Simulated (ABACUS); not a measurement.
Run report: Nb, band-structure run (part 2 of 2)

Continued. System: Nb (Im-3m, 1 atom in the cell). Method: Kohn-Sham DFT of a periodic cell, PBEsol, PseudoDojo NC SR 0.4.1 PBE standard, no spin polarisation (ABACUS 3.10.1); cutoff 1360.57 eV, 10×10×10 k-mesh, fermi-dirac of 0.05 eV. The structure derives from an entry of the Crystallography Open Database.

Geometry of the input (Å; fractional positions):
```
-1.6640  1.6640  1.6640
1.6640  -1.6640  1.6640
1.6640  1.6640  -1.6640
Nb 0.0000  0.0000  0.0000
```

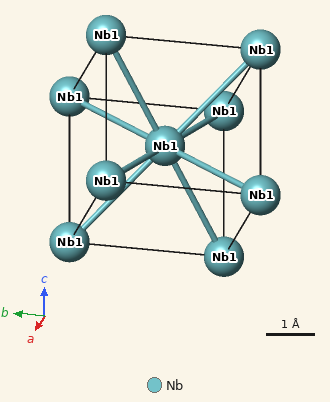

The structure (ball-and-stick view of the cell 2 times as large as that of the calculation, set on its symmetry axes, seen at an oblique angle; atoms are numbered from 1 in the order of the input).

Output, continued
```
----------------------------------------------------------
     Energy           Rydberg                 eV
----------------------------------------------------------
 E_KohnSham     -124.3560977155      -1691.9515099758
 E_Harris       -124.2094145664      -1689.9557833474
 E_Fermi        1.2768259646         17.3721084735
----------------------------------------------------------

 LCAO ALGORITHM --------------- ION=   1  ELEC=   3--------------------------------

 Density error is 0.00481864273452
----------------------------------------------------------
     Energy           Rydberg                 eV
----------------------------------------------------------
 E_KohnSham     -124.3562877666      -1691.9540957539
 E_Harris       -124.3761439729      -1692.2242533001
 E_Fermi        1.2809857141         17.4287047684
----------------------------------------------------------

 LCAO ALGORITHM --------------- ION=   1  ELEC=   4--------------------------------

 Density error is 0.000107922012518
----------------------------------------------------------
     Energy           Rydberg                 eV
----------------------------------------------------------
 E_KohnSham     -124.3562889717      -1691.9541121500
 E_Harris       -124.3552133979      -1691.9394782167
 E_Fermi        1.2803514661         17.4200753810
----------------------------------------------------------

 LCAO ALGORITHM --------------- ION=   1  ELEC=   5--------------------------------

 Density error is 2.12413621411e-05
----------------------------------------------------------
     Energy           Rydberg                 eV
----------------------------------------------------------
 E_KohnSham     -124.3562889802      -1691.9541122647
 E_Harris       -124.3564767874      -1691.9566675140
 E_Fermi        1.2803877508         17.4205690598
----------------------------------------------------------

 LCAO ALGORITHM --------------- ION=   1  ELEC=   6--------------------------------

 Density error is 6.80707532011e-07
----------------------------------------------------------
     Energy           Rydberg                 eV
----------------------------------------------------------
 E_KohnSham     -124.3562889804      -1691.9541122687
 E_Harris       -124.3562865768      -1691.9540795655
 E_Fermi        1.2803833555         17.4205092589
----------------------------------------------------------

 LCAO ALGORITHM --------------- ION=   1  ELEC=   7--------------------------------

 Density error is 1.88694061707e-08
----------------------------------------------------------
     Energy           Rydberg                 eV
----------------------------------------------------------
 E_KohnSham     -124.3562889803      -1691.9541122672
 E_KS(sigma->0) -124.3557057713      -1691.9461773006
 E_Harris       -124.3562889518      -1691.9541118792
 E_band         -5.2738942097        -71.7550119014
 E_one_elec     -15.7745672345       -214.6239978732
 E_Hartree      15.0871368304        205.2710273986
 E_xc           -25.8702524756       -351.9828423667
 E_Ewald        -97.7974396825       -1330.6024294927
 E_entropy(-TS) -0.0011664182        -0.0158699332
 E_descf        0.0000000000         0.0000000000
 E_exx          0.0000000000         0.0000000000
 E_Fermi        1.2803833991         17.4205098525
----------------------------------------------------------

 charge density convergence is achieved
 final etot is -1691.9541123 eV
 EFERMI = 17.420509852 eV
The vacuum level is 16.622164505 eV

 STATE ENERGY(eV) AND OCCUPATIONS    NSPIN == 1
 1/47 kpoint (Cartesian) = 0.0000 0.0000 0.0000 (534 pws)
       1       -36.8605     0.00200000
       2       -12.2507     0.00200000
       3       -12.2507     0.00200000
       4       -12.2507     0.00200000
       5        11.5498     0.00200000
       6        17.7661    1.99165e-06
       7        17.7661    1.99165e-06
       8        17.7661    1.99165e-06
       9        20.6073    4.17701e-31
      10        20.6073    4.17701e-31
      11        31.6720        0.00000
      12        31.6720        0.00000
      13        31.6720        0.00000
      14        44.6540        0.00000
      15        44.6540        0.00000
      16        45.0016        0.00000
      17        45.0016        0.00000

 2/47 kpoint (Cartesian) = 0.030049 -0.030049 0.0000 (532 pws)
       1       -36.8392      0.0240000
       2       -12.3814      0.0240000
       3       -12.2906      0.0240000
       4       -12.2518      0.0240000
       5        11.9431      0.0240000
       6        17.5277     0.00251741
       7        17.6953    9.81868e-05
       8        18.1469    1.17809e-08
       9        20.2877    2.99321e-27
      10        20.6181    4.04203e-30
      11        31.9900        0.00000
      12        32.3875        0.00000
      13        32.5035        0.00000
      14        41.0084        0.00000
      15        42.1210        0.00000
      16        44.5816        0.00000
      17        47.7077        0.00000

 3/47 kpoint (Cartesian) = 0.060098 -0.060098 0.0000 (534 pws)
       1       -36.7830      0.0240000
       2       -12.7143      0.0240000
       3       -12.3938      0.0240000
       4       -12.2546      0.0240000
       5        12.9352      0.0240000
       6        16.9668      0.0239972
       7        17.3919      0.0153461
       8        19.2458    3.35395e-18
       9        20.0213    6.16842e-25
      10        20.6839    1.08436e-30
      11        32.2668        0.00000
      12        33.5792        0.00000
      13        34.3493        0.00000
      14        39.3796        0.00000
      15        40.2700        0.00000
      16        42.1838        0.00000
      17        46.2025        0.00000

 4/47 kpoint (Cartesian) = 0.090147 -0.090147 0.0000 (529 pws)
       1       -36.7126      0.0240000
       2       -13.1087      0.0240000
       3       -12.5191      0.0240000
       4       -12.2580      0.0240000
       5        13.7863      0.0240000
       6        16.3686      0.0240000
       7        17.4753     0.00601084
       8        20.2835    3.25769e-27
       9        20.8639    2.96072e-32
      10        20.9047    1.30908e-32
      11        31.1694        0.00000
      12        32.3075        0.00000
      13        37.1542        0.00000
      14        38.3969        0.00000
      15        40.5779        0.00000
      16        41.2362        0.00000
      17        42.2697        0.00000

 5/47 kpoint (Cartesian) = 0.12020 -0.12020 0.0000 (533 pws)
       1       -36.6549      0.0240000
       2       -13.4158      0.0240000
       3       -12.6184      0.0240000
       4       -12.2610      0.0240000
       5        13.8490      0.0240000
       6        15.9411      0.0240000
       7        18.6807    2.71892e-13
       8        20.6255    3.48100e-30
       9        21.1458    1.05355e-34
      10        22.7070    2.89752e-48
      11        29.6499        0.00000
      12        30.1780        0.00000
      13        35.1892        0.00000
      14        39.4372        0.00000
      15        40.2508        0.00000
      16        43.0660        0.00000
      17        43.7693        0.00000

 6/47 kpoint (Cartesian) = 0.15024 0.15024 0.30049 (535 pws)
       1       -36.6328      0.0120000
       2       -13.5304      0.0120000
       3       -12.6559      0.0120000
       4       -12.2622      0.0120000
       5        13.7524      0.0120000
       6        15.7885      0.0120000
       7        19.6158    1.02522e-21
       8        20.6299    1.59535e-30
       9        21.2914    2.86259e-36
      10        23.6248    1.54548e-56
      11        29.0259        0.00000
      12        29.1791        0.00000
      13        33.8028        0.00000
      14        38.4240        0.00000
      15        42.1228        0.00000
      16        43.8970        0.00000
      17        46.1185        0.00000

[... levels at 41 further k points ...]

 correction force for each atom along direction 1 is 1.17785e-14
 correction force for each atom along direction 2 is -2.76771e-14
 correction force for each atom along direction 3 is 4.35769e-14
------------------------------------------------------------------------------------------
 TOTAL-FORCE (eV/Angstrom)
------------------------------------------------------------------------------------------
                       Nb1         0.0000000000         0.0000000000         0.0000000000
------------------------------------------------------------------------------------------

----------------------------------------------------------------
 TOTAL-STRESS (KBAR)
----------------------------------------------------------------
       -76.8258408493         0.0000000000         0.0000000000
         0.0000000000       -76.8258408493        -0.0000000000
        -0.0000000000        -0.0000000000       -76.8258408493
----------------------------------------------------------------
 TOTAL-PRESSURE: -76.825841 KBAR

 --------------------------------------------
 !FINAL_ETOT_IS -1691.9541122672337679 eV
 --------------------------------------------
```

Standard output
```
ABACUS v3.10.1

               Atomic-orbital Based Ab-initio Computation at UStc

 dft_functional readin is: pbesol
 dft_functional in pseudopot file is: PBE
 Please make sure this is what you need

%%%%%%%%%%%%%%%%%%%%%%%%%%%%%%%%%%%%%%%%%%%%%%%%%%%%%%%%%%%%%%%%%%%%%%%%%%%%%%%%%%%%%%%%%%%%%%%%%%%%%%%%%
 Warning: the number of valence electrons in pseudopotential > 5 for Nb: [Kr] 4d4 5s1
 Pseudopotentials with additional electrons can yield (more) accurate outcomes, but may be less efficient.
 If you're confident that your chosen pseudopotential is appropriate, you can safely ignore this warning.
%%%%%%%%%%%%%%%%%%%%%%%%%%%%%%%%%%%%%%%%%%%%%%%%%%%%%%%%%%%%%%%%%%%%%%%%%%%%%%%%%%%%%%%%%%%%%%%%%%%%%%%%%

 UNIFORM GRID DIM        : 36 * 36 * 36
 UNIFORM GRID DIM(BIG)   : 12 * 12 * 12
 ---------------------------------------------------------
 Self-consistent calculations for electrons
 ---------------------------------------------------------
 SPIN    KPOINTS         PROCESSORS  THREADS     NBASE
 1       47              4           4           26
 ---------------------------------------------------------
 Use Systematically Improvable Atomic bases
 ---------------------------------------------------------
 ELEMENT ORBITALS        NBASE       NATOM       XC
 Nb      3s2p2d1f-7au    26          1
 ---------------------------------------------------------
 Initial plane wave basis and FFT box
 ---------------------------------------------------------
 -------------------------------------------
 SELF-CONSISTENT :
 -------------------------------------------
 START CHARGE      : atomic
 ITER       ETOT/eV          EDIFF/eV         DRHO     TIME/s
 GE1     -1.69161534e+03   0.00000000e+00   1.0037e-01   0.20
 GE2     -1.69195151e+03  -3.36169691e-01   1.3437e-02   0.19
 GE3     -1.69195410e+03  -2.58577806e-03   4.8186e-03   0.19
 GE4     -1.69195411e+03  -1.63961103e-05   1.0792e-04   0.19
 GE5     -1.69195411e+03  -1.14760127e-07   2.1241e-05   0.19
 GE6     -1.69195411e+03  -3.93193708e-09   6.8071e-07   0.19
 GE7     -1.69195411e+03   1.42014545e-09   1.8869e-08   0.19
----------------------------------------------------------------
 TOTAL-STRESS (KBAR)
----------------------------------------------------------------
       -76.8258408493         0.0000000000         0.0000000000
         0.0000000000       -76.8258408493        -0.0000000000
        -0.0000000000        -0.0000000000       -76.8258408493
----------------------------------------------------------------
 TOTAL-PRESSURE: -76.825841 KBAR
```

File mulliken.txt
```
 0
CALCULATE THE MULLIkEN ANALYSIS FOR EACH ATOM
 Total charge:	13
Decomposed Mulliken populations
0                             Zeta of Nb              Spin 1
s                                      0              1.9910
s                                      1              0.9039
s                                      2             -0.0165
SUM OVER M+Zeta                                       2.8784

pz                                     0              1.9949
px                                     0              1.9960
py                                     0              1.9943
SUM OVER M                                            5.9851
pz                                     1              0.0788
px                                     1              0.1801
py                                     1              0.1080
SUM OVER M                                            0.3668
SUM OVER M+Zeta                                       6.3520

dz^2                                   0              0.7643
dxz                                    0              0.8495
dyz                                    0              0.7947
dx^2-y^2                               0              0.6133
dxy                                    0              0.7473
SUM OVER M                                            3.7692
dz^2                                   1             -0.0062
dxz                                    1             -0.0144
dyz                                    1             -0.0122
dx^2-y^2                               1             -0.0014
dxy                                    1             -0.0629
SUM OVER M                                           -0.0971
SUM OVER M+Zeta                                       3.6721

fz^3                                   0              0.0101
fxz^2                                  0              0.0226
fyz^2                                  0              0.0106
fzx^2-zy^2                             0              0.0108
fxyz                                   0              0.0108
fx^3-3*xy^2                            0              0.0205
f3yx^2-y^3                             0              0.0120
SUM OVER M                                            0.0975
SUM OVER M+Zeta                                       0.0975

SUM OVER M+Zeta+L                                    13.0000

Total Charge on atom:                 Nb             13.0000
```

Summary

```csv
quantity,value
outcome,converged
space group (tolerance 0.01 Å),Im-3m (229)
electrons treated,13
free energy,−1691.9541 eV
Fermi energy of the self-consistent step,17.421 eV
gap on the k-point mesh,none (metallic)
pressure,−7.68 GPa
largest force (length of the vector),under 0.001 eV/Å
hardware,"4 threads of Intel Xeon Gold (Sapphire Rapids), 64 GiB of memory available, shared host"
wall time,2.5 s (CPU time 8.5 s)
peak memory,0.36 GiB
```

Points of doubt noted for this run: home made orbitals. The cell is under a tension of 7.7 GPa at this level, so it is not at its equilibrium volume.
